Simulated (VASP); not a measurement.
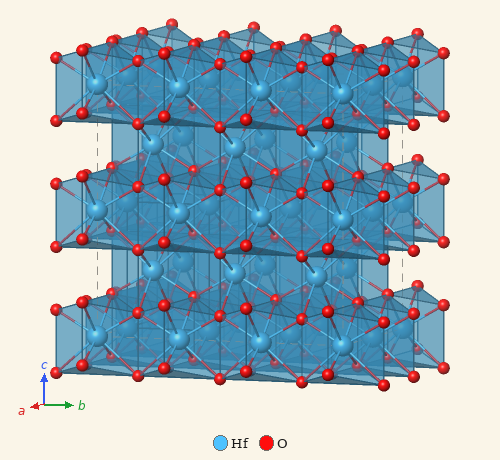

Polyhedra are drawn about Hf (bonds: Hf–O below 2.7 Å); other atoms are plain spheres.

The compound is HfO2 (space group P4_2/nmc, No. 137), taken as a cell listed in the Materials Project, as set up for an electronic-structure calculation.

### What figure surrounds each Hf atom, and what does it share with the other drawn polyhedra?

Hf: HfO8 cube, sharing edges with twelve neighbours.

### What is the connectivity of the polyhedra: isolated, groups, chains, layers or framework?

They form a three-dimensional framework of edge-sharing cubes.
